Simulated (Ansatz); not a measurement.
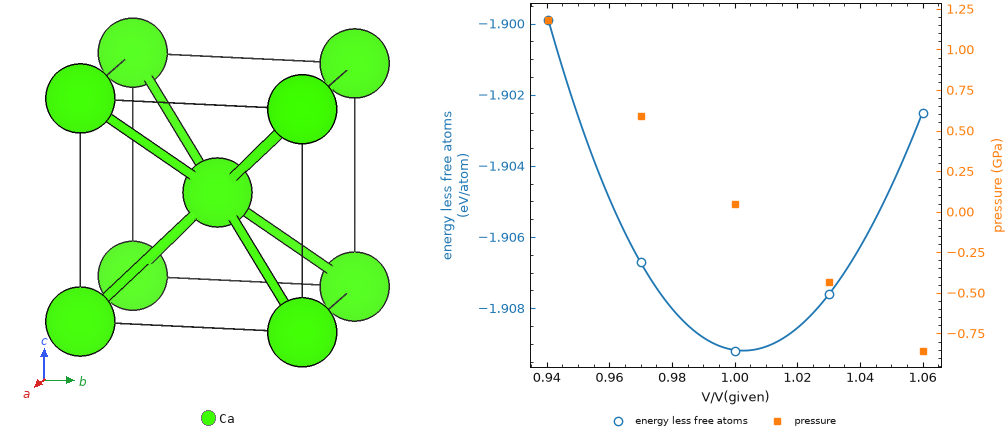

Caption: Energy less free atoms and pressure against V/V(given) for Ca, space group Im-3m (No. 229). The conventional cell is drawn beside the plot.

V(given) is 42.04 Å³/atom.

A third-order Birch–Murnaghan fit gives V0 = 42.16 Å³/atom, B0 = 16.8 GPa. The energy less free atoms is −1.8999 eV/atom at V/V(given) 0.941 and −1.9025 eV/atom at 1.060; the lowest computed point is at V/V(given) 1.000 (−1.9092 eV/atom), and no other minimum shows. The pressure falls from 1.182 GPa at V/V(given) 0.941 to −0.858 GPa at 1.060, and changes sign near 1.003.

Computed with Ansatz 0.2.0: periodic Kohn-Sham DFT of a crystal at fixed atoms, scaled to the stated factor times the given cell; pressure positive in compression, energy less spherical unpolarised free atoms. Level: PBE.

```csv
setting,value
method,all-electron LAPW
relativity,scalar
k mesh,13×13×13
occupations,Fermi–Dirac
smearing width,0.08 eV
basis error target,1 (meV/atom)
nucleus,Gaussian
```

Cell as given: a = 3.794 Å, b = 3.794 Å, c = 3.794 Å, α = 109.47°, β = 109.47°, γ = 109.47°; 1 atom.
